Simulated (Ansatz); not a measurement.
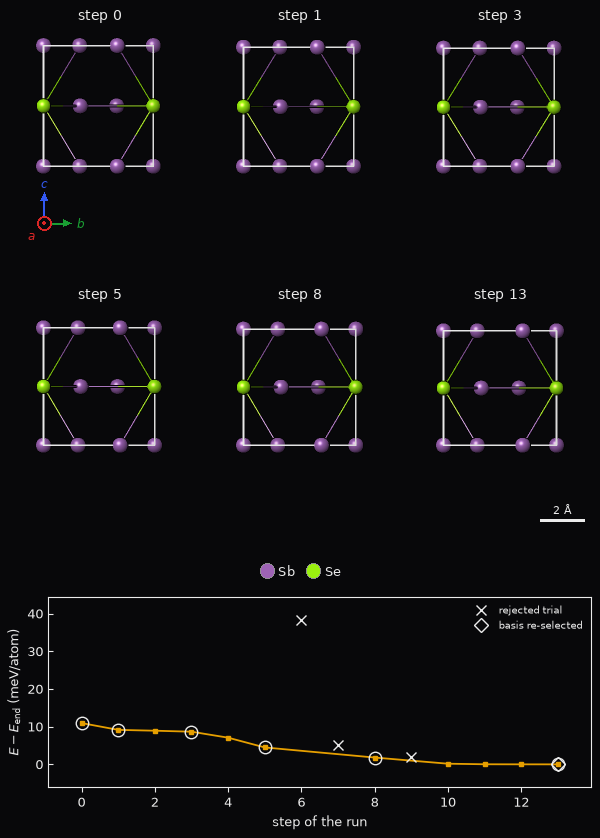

Frames of a relaxation of a crystal of Sb₅Se (a generated structure, set up in P-62m), marked on the history of the run. A ball-and-stick model of the cell of the calculation, seen along the a axis.

The calculation used DFT PBE, scalar-relativistic, plane waves, PAW in Ansatz 0.2.0.

Input file:
```yaml
crystal:
  lattice:
    - [5.77715189, 0.0, 0.0]
    - [-2.88857595, 5.0031603, 0.0]
    - [0.0, 0.0, 5.4982405]
  atoms:
    - { symbol: Sb, position: [0.33333333, 0.66666667, 0.5] }
    - { symbol: Sb, position: [0.0, 0.67079443, 0.0] }
    - { symbol: Sb, position: [0.67079443, 0.0, 0.0] }
    - { symbol: Sb, position: [0.32920557, 0.32920557, 0.0] }
    - { symbol: Sb, position: [0.66666667, 0.33333333, 0.5] }
    - { symbol: Se, position: [0.0, 0.0, 0.5] }
basis:
  ecutwfc: 420
kpoints:
  mp_grid: { grid: [6, 6, 8] }
hamiltonian:
  xc: pbe
scf:
  occupations: { method: gaussian, width: 0.1 }
output:
  forces: true
  stress: true
  eigenvalues: true
relax:
  adjacent_minimum: "off"
  f_tol: 0.01
  max_steps: 80
  cell: { stress_tol: 0.05 }
```

Run as
```bash
ansatz run input.yaml --threads 1 --pin off --max-ram 2560MiB --backend cpu --events-out ev --progress --plain --runs-dir out
```

Question: What happens along the run?

Answer: The largest moves relative to the cell, 0.18 Å, are those of Sb2, Sb3 and Sb4. Sb3 goes along +a. Se stays in place. Cell: a = b 5.777 → 5.947 Å (+2.9 %), c 5.498 → 5.212 Å (−5.2 %). Volume +0.5 %. Among the contacts that change: Sb2–Se6 3.343 → 3.157 Å, Sb1–Se6 3.335 → 3.434 Å. The space group stays P-62m (No. 189). Over 9 accepted moves (13 points after the start) the energy falls by 11.0 meV per atom. Largest force component: 0.033 eV/Å at the start, 0.0016 eV/Å at the end. Pressure: −0.30 GPa at the start and −0.02 GPa at the end. The line search rejected the trial steps at points 6, 7, 9 of the run. At 1 point the geometry stayed and the basis and grid were re-selected for the new cell (energy shift of less than 0.05 meV per atom at most each time). From step 0 to 1: volume −0.8 %, energy −1.8 meV per atom. From step 1 to 3: volume +0.1 %, energy −0.5 meV per atom. From step 3 to 5: Sb atoms move most (0.10 Å), volume +0.3 %, energy −4.2 meV per atom. From step 5 to 8: Sb atoms move most (0.03 Å), volume +1.0 %, energy −2.7 meV per atom. From step 8 to 13: Sb atoms move most (0.03 Å), volume −0.2 %, energy −1.8 meV per atom.
